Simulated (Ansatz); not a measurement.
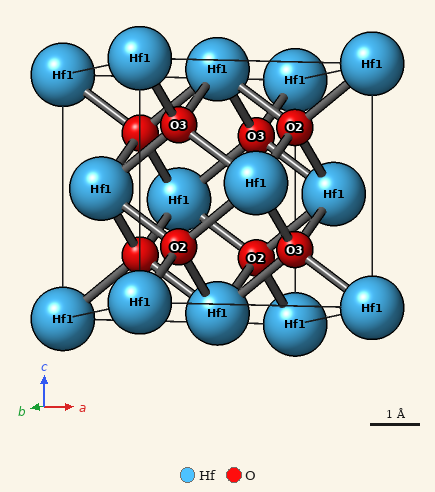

**Figure 1.** The input geometry (ball-and-stick view of the cell 4 times as large as that of the calculation, set on its symmetry axes, seen at an oblique angle; atoms are numbered from 1 in the order of the input). An atom can appear more than once, as a periodic image.

# Run report: HfO2, band-structure calculation

- system: HfO2 (Fm-3m, 3 atoms in the cell)
- method: DFT PBE, scalar-relativistic, plane waves, PAW, no spin polarisation (Ansatz 0.2.0)

The structure was made by a generator, so it may or may not be a known phase. Figures and captions count atoms from 1; the log counts them from 0 in places.

### The input
```yaml
crystal:
  lattice:
    - [0.0, 2.5488057759, 2.5488057759]
    - [2.5488057759, 0.0, 2.5488057759]
    - [2.5488057759, 2.5488057759, 0.0]
  atoms:
    - { symbol: Hf, position: [0.0, 0.0, 0.0] }
    - { symbol: O, position: [0.25, 0.25, 0.25] }
    - { symbol: O, position: [0.75, 0.75, 0.75] }
basis:
  ecutwfc: 420
kpoints:
  mp_grid: { grid: [8, 8, 8] }
  band_path:
    path:
      - [[0.0, 0.0, 0.0], [0.5, 0.0, 0.5], [0.625, 0.25, 0.625]]
      - [[0.375, 0.375, 0.75], [0.0, 0.0, 0.0], [0.5, 0.5, 0.5], [0.5, 0.25, 0.75], [0.5, 0.0, 0.5]]
    npoints: 14
hamiltonian:
  xc: pbe
scf:
  occupations: { method: gaussian, width: 0.02 }
  n_extra_bands: 7
output:
  forces: true
  stress: true
  eigenvalues: true
  populations: true
  dos: { projected: true, de: 0.02, nscf_kmesh: { grid: [12, 12, 12] } }
  bader: true
  write_density: true
  write_potential: true
  elf: true
  volumetric_format: npy
```

Run as:
```bash
ansatz run input.yaml --threads 1 --pin off --max-ram 2560MiB --backend cpu --events-out ev --progress --plain --runs-dir out
```

### Log
```
scf.n_extra_bands = 7 over 19 filled bands (N_el = 38.0): the run solves 26 bands
Engine: ansatz 0.2.0, x86_64-unknown-linux-gnu
Pseudopotentials: kind: paw
Pseudopotential: Hf, paw, valence charge 26, recommended cutoff 420 eV (normal), Hf.paw.azcp
Pseudopotential: O, paw, valence charge 6, recommended cutoff 420 eV (normal), O.paw.azcp
Functional definition: PBE
  parameter kappa = 0.804
  parameter beta = 0.06672455060314922
  exchange = pbe_x(kappa = kappa, mu = beta*pi^2/3)
  correlation = pbe_c(beta = beta)
Crystal: 3 atoms, lattice volume = 33.116 Å³
Basis set: ecut = 420 eV, 645 PW (Γ), exchange–correlation on 50×50×50 points (8 copies of the dense FFT grid, shifted against one another)
Bands: 26, of which v1, the nominal top of the filled ones, is band 19 counted from 1 (18 counted from 0)
Symmetry: 48 space group operations
Space group: Fm-3m (ITA 225), of the structure as read, at distance tolerance 3.2e-5 Å
k-points: 29 of 512
Non-local potential: Hf, projectors of the file, l = 0: 3, l = 1: 2, l = 2: 2, l = 3: 3
Non-local potential: O, projectors of the file, l = 0: 2, l = 1: 2, l = 2: 1
PAW form: soft (Blöchl's): semilocal exchange-correlation on the pseudo side does not see the compensation charge
PAW one-centre angular grid: Hf, 590 points (default); XC on 64 Gauss nodes
PAW one-centre angular grid: O, 110 points (default); XC on 64 Gauss nodes
Initial density: superposition of atomic densities (neutral atoms: chi_scale 0, normalization atom), corrected by the library's trained network
Initial wavefunctions: pseudopotential atomic-orbital guess
Functional: x = pbe(κ = 0.804, μ = 0.2195149727645171), c = pbe(β = 0.06672455060314922)
SCF iter   1: F=—  HF=-16861.409049 eV  |F-HF|=—  |Δ(HF+E_count)|=         —  Δρ=2.41e-3  dr2=1.37e-3  ethr=1.77e-3  ⟨swp⟩=5.2  Hψ=2801  notcnv=0
preconditioner: auto → none  [insulator: Δε(μ)=3.764 eV  Ē_g=20.226 eV  σ=0.020 eV  W_gap=1.00  n_scr=14 (ndim 8)  ℏωp=38.7 eV  f_vac=0.064  D(μ)=0.00/eV (n_scr^D=0)  ε∞_Penn≈4.7]
SCF iter   2: F=—  HF=-16861.409931 eV  |F-HF|=—  |Δ(HF+E_count)|=   8.81e-4  Δρ=1.79e-3  dr2=7.52e-4  ethr=3.61e-6  ⟨swp⟩=2.0  Hψ=1612  notcnv=0  defer=39
SCF iter   3: F=—  HF=-16861.409846 eV  |F-HF|=—  |Δ(HF+E_count)|=   8.48e-5  Δρ=6.82e-4  dr2=5.86e-5  ethr=1.98e-6  ⟨swp⟩=2.1  Hψ=1075  notcnv=0  defer=39
SCF iter   4: F=—  HF=-16861.410124 eV  |F-HF|=—  |Δ(HF+E_count)|=   2.78e-4  Δρ=1.02e-4  dr2=2.76e-6  ethr=1.54e-7  ⟨swp⟩=2.0  Hψ=1306  notcnv=0  defer=39
SCF iter   5: F=—  HF=-16861.410123 eV  |F-HF|=—  |Δ(HF+E_count)|=   2.91e-7  Δρ=5.08e-5  dr2=5.64e-7  ethr=7.28e-9  ⟨swp⟩=2.0  Hψ=1041  notcnv=0  defer=39
SCF iter   6: F=-16861.410123 eV  HF=-16861.410123 eV  |F-HF|=2.18e-8  |Δ(HF+E_count)|=   7.80e-8  Δρ=2.31e-5  dr2=9.13e-8  ethr=2.63e-10  ⟨swp⟩=10.0  Hψ=5218  notcnv=0
SCF 1 converged in 6 iterations: F = -16861.410123 eV  dr2 = 9.13e-8
  greatest PAW one-centre occupation: 0.999 electrons in one spin orbital (limit 2), on the Hf atom at site 0 (counted from 0), in its partial waves of l = 3
NSCF: frozen V_eff on 86 k-points
NSCF: frozen V_eff on 72 k-points
SCF converged after 6 iterations
Free energy (F): -16861.410123 eV
Harris-Foulkes:  -16861.410123 eV  (|F-HF|=2.18e-8)
Internal energy: -16861.410123 eV  (E = F + TS)
E sigma→0 (E₀):  -16861.410123 eV
Fermi energy:    17.602039 eV
--- Per-component energies (eV) ---
  E_band       = 40.216040
  E_kinetic    = 770.766711
  E_local      = -5782.481598  (includes V_loc(G=0)·N_el)
  E_nonlocal   = -1147.454981
  E_hartree    = 2649.090505
  E_xc         = -447.580885
  E_vxc        = -454.595784  (∫ρ·V_xc dr)
  E_paw        = -7242.401948  (= ΣΔE_a)
  E_vpaw       = 1355.777641  (= ΣTr[D̂ρ^β])
  E_aug_tail   = 0.005008  (compensation charges beyond the density's cutoff)
  E_ewald      = -5661.352934
  E_smearing   = -0.000000  (= −TS)
  E_closure    = -0.000000  (closes the sum)
  Σ components = -16861.410123   (vs F -16861.410123, Δ=0.00e0)
--- Forces (eV/Å), atoms counted from 1 ---
  atom   1  Hf    -0.00000000     0.00000000    -0.00000000
  atom   2  O     -0.00000000    -0.00000000     0.00000000
  atom   3  O     -0.00000000     0.00000000    -0.00000000
  max |Σ_I F_I| component: 4.63e-18 eV/Å
--- Stress (GPa, compression-positive) ---
       -0.005383       0.000000       0.000000
        0.000000      -0.005383       0.000000
       -0.000000       0.000000      -0.005383
  P = ⅓ Tr σ = -0.0054 GPa (-0.054 kbar)
--- Band table (eV; the first three rows and the last of 29) ---
  k-point 0: bands = ["-45.3801", "-13.9099", "-13.9099", "-13.9099", "-2.9439", "-0.1625", "4.7230", "4.7230", "4.7230", "4.7864", "4.7864", "4.7864", "4.9861", "10.4369", "10.4369", "10.4369", "15.1181", "15.1181", "15.1181", "19.5755", "19.5755", "21.3857", "25.9623", "25.9623", "25.9623", "29.7269"]
  k-point 1: bands = ["-45.3782", "-13.9739", "-13.9169", "-13.9169", "-2.7456", "-0.2996", "4.7260", "4.7260", "4.7268", "4.7810", "4.7810", "4.7865", "4.9426", "10.5876", "10.5876", "10.8541", "14.6589", "14.8393", "14.8393", "19.8532", "19.8532", "21.9969", "25.2875", "25.7061", "25.7061", "29.2033"]
  k-point 2: bands = ["-45.3736", "-14.1226", "-13.9337", "-13.9337", "-2.2744", "-0.5839", "4.7321", "4.7321", "4.7386", "4.7706", "4.7706", "4.7869", "4.8650", "10.9575", "10.9575", "11.8177", "13.7487", "14.3256", "14.3256", "20.2701", "20.2701", "22.6528", "24.7781", "25.2432", "25.2432", "28.1963"]
  k-point 28: bands = ["-45.3629", "-14.1890", "-14.1890", "-14.0290", "-1.0695", "-1.0695", "4.7491", "4.7510", "4.7517", "4.7564", "4.7564", "4.7770", "4.7770", "10.4951", "10.7061", "13.1737", "13.1737", "14.3141", "15.5247", "20.4832", "20.8155", "22.6739", "22.6739", "23.9012", "28.4713", "29.5561"]
--- Löwdin populations: 3 sites ---
  site symbol       q [e]
     0     Hf     24.5222
     1      O      6.6908
     2      O      6.6908
  spilling = 0.002532 (of n_electrons = 38.000000)
--- Bader charges: 3 sites ---
  site symbol  charge [e]  shift [e]
     0     Hf      2.6854     0.0040
     1      O     -1.3427     0.0020
     2      O     -1.3427     0.0020
  estimated error of the sums over rays = 2.2e-4 e
```

### File bader_charges.tsv
```
# site	symbol	x_ang	y_ang	z_ang	partial_charge_e	electrons	volume_ang3	relative_density_drop	shared_charge_e	partial_wave_shift_e
# quadrature_error_electrons = 2.2e-4
0	Hf	0.0000	0.0000	0.0000	2.68542	69.31458	9.92	-	2.68542	0.00399
1	O	1.2744	1.2744	1.2744	-1.34269	9.34269	11.60	-	-1.34269	0.00199
2	O	3.8232	3.8232	3.8232	-1.34273	9.34273	11.60	-	-1.34273	0.00199
```

### File populations.tsv
```
# site	symbol	l	j	q
# orbitals = lowdin
# n_electrons = 38.000000
# spilling = 0.002532
0	Hf	0_5S	-	1.969814
0	Hf	0_6S	-	0.448497
0	Hf	1_5P	-	5.987081
0	Hf	2_5D	-	2.118266
0	Hf	3_4F	-	13.998518
1	O	0_2S	-	1.702024
1	O	1_2P	-	4.988785
2	O	0_2S	-	1.702024
2	O	1_2P	-	4.988785
```

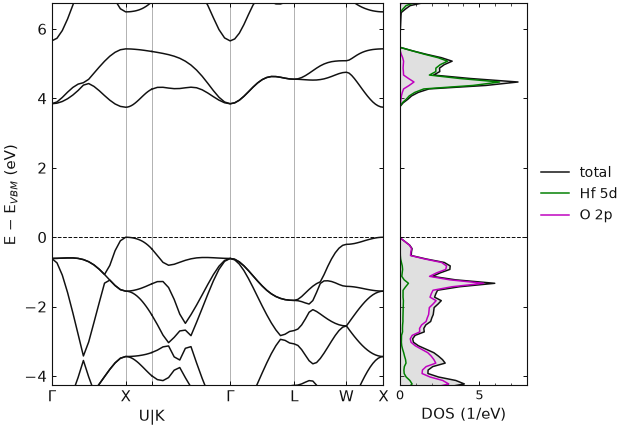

**Figure 2.** Band structure along Γ–X–U|K–Γ–L–W–X and density of states (projected on Löwdin-orthogonalised atomic shells), with energies from the valence-band top. There is a gap of 3.75 eV on this path, direct, at X.

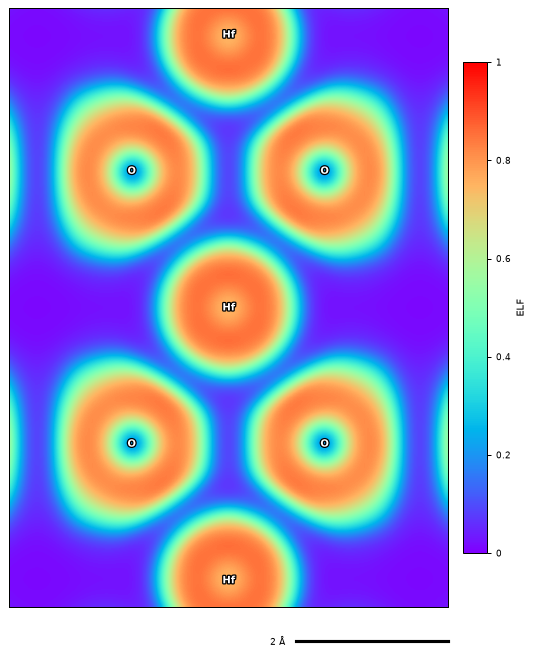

**Figure 3.** ELF on the (011) plane of the conventional cell. Hf–O (2.21 Å): the ELF peaks at about 0.85 in the valence shell of O, 0.6 Å from its nucleus, and drops to about 0.15 between the two atoms. The strong features right at Hf lie inside the PAW spheres (semicore, d or f shells) and say nothing about bonding. In a PAW calculation such maps are meaningful between the atoms, not at the nuclei.

### Key numbers

| quantity | value |
| --- | --- |
| outcome | converged |
| space group (tolerance 0.01 Å) | Fm-3m (225) |
| electrons treated | 38 |
| free energy | −16861.4101 eV |
| Fermi energy | 17.602 eV |
| gap on the k-point mesh | 3.75 eV |
| gap on the band path | 3.75 eV |
| pressure | −0.01 GPa |
| largest force (length of the vector) | under 0.001 eV/Å |
| hardware | 1 thread of Intel Xeon @ 2.50GHz (Skylake/Cascade Lake), 189 GiB of memory available, shared host |
| wall time | 35 s |
| peak memory | 0.34 GiB |

### Remarks

Spin–orbit coupling is left out, which matters for Hf.
